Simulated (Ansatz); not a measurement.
MgO

The calculation's input:

```
crystal:
  lattice:
    - [3.5213164919, 0.0, 0.0]
    - [-1.760658246, 3.0495495368, 0.0]
    - [0.0, 0.0, 4.2393824272]
  atoms:
    - { symbol: Mg, position: [0.6314525641, 0.3333333333, 0.75] }
    - { symbol: Mg, position: [0.3685474359, 0.6666666667, 0.25] }
    - { symbol: O, position: [0.6918879813, 0.3333333333, 0.25] }
    - { symbol: O, position: [0.3081120187, 0.6666666667, 0.75] }
basis:
  ecutwfc: 520.0
kpoints:
  mp_grid: { grid: [9, 9, 6] }
hamiltonian:
  xc: pbe
  pseudopotentials: { kind: paw, azcp: { folder: soft_1 } }
scf:
  occupations: { method: gaussian, width: 0.05 }
output:
  forces: true
  stress: true
  eigenvalues: true
  write_density: true
  write_potential: true
  elf: true
  volumetric_format: npy
```

Command:

```sh
ansatz run input.yaml --threads 1 --pin off --max-ram 2048MiB --backend cpu --events-out ev --progress --plain --runs-dir out
```

Below, planes, directions and counts refer to the conventional cell (a = 3.52 Å, b = 4.24 Å, c = 3.52 Å, α = 90.00°, β = 120.00°, γ = 90.00°).

Space group P2₁/m; a structure from a database of computed crystals, not necessarily the ambient phase; not relaxed (largest force 0.9 eV/Å); PAW files of the earlier set (soft_1).

These are results of DFT PBE, scalar-relativistic, plane waves, PAW (Ansatz), not measurements.

Core electrons are frozen (PAW), and the valence fields are smoothed inside the atomic spheres.

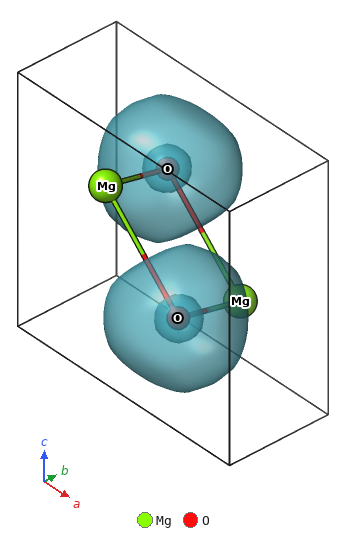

Figure 1. Isosurface of the electron localisation function at 0.65 (cyan), seen slightly off an axis. Only the valence region is drawn (cores and ρ < 0.01 e/Å³ removed). Sticks mark near contacts.

### Where are the electrons localised?

At this value the surface marks out two regions wrapped around O (the valence shell of each), counted in one cell of 4 atoms. Regions shared between cells count once.


Mg–O (2.00 Å): the ELF peaks at about 0.85 in the valence shell of O, 0.7 Å from its nucleus, and is about 0.35 at the midpoint: an ionic contact with no shared pair. Mg–O (2.06 Å): the ELF peaks at about 0.85 in the valence shell of O, 0.6 Å from its nucleus, and is about 0.35 at the midpoint; an ionic contact with no shared pair.

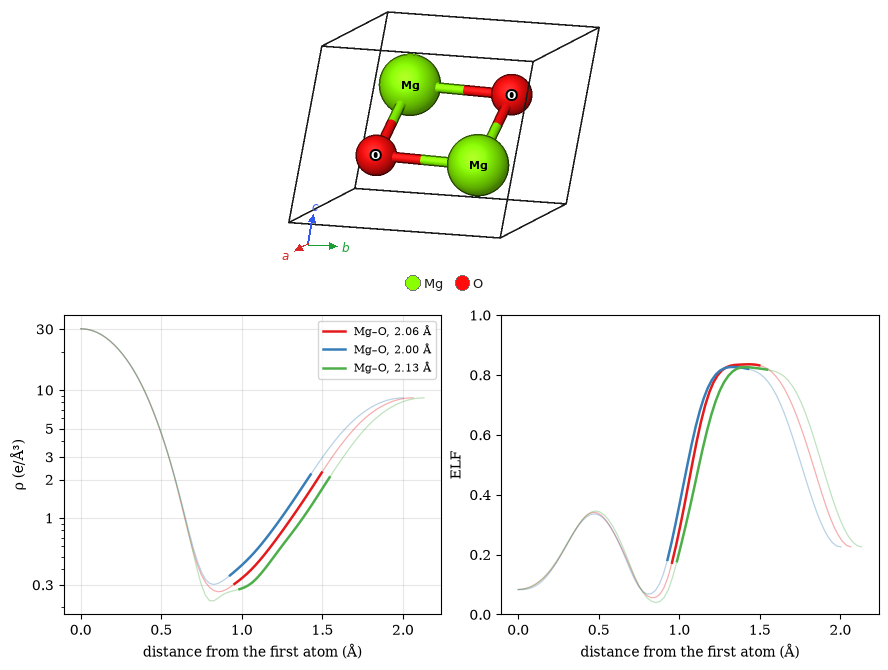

Figure 2. Valence charge density (pseudo) and ELF along straight lines between neighbouring atoms. Thin, pale parts lie inside the atomic spheres. The structure is drawn too.

### Compare the contacts.

Mg–O (2.06 Å): ρ is about 0.37 e/Å³ halfway; the ELF peaks at about 0.85 in the valence shell of O, 0.6 Å from its nucleus, and is about 0.35 at the midpoint (a largely ionic contact).
Mg–O (2.00 Å): ρ at the midpoint is about 0.43 e/Å³; the ELF peaks at about 0.85 in the valence shell of O, 0.7 Å from its nucleus, and is about 0.35 at the midpoint (a largely ionic contact).
Mg–O (2.13 Å): ρ at the midpoint is about 0.31 e/Å³; the ELF peaks at about 0.85 in the valence shell of O, 0.7 Å from its nucleus, and is about 0.35 at the midpoint: a closed-shell, largely ionic contact.

### Does the calculation give a band gap?

It is gapped, with a Kohn–Sham gap of 3.2 eV on the k-point mesh, an upper bound to the gap of this method.
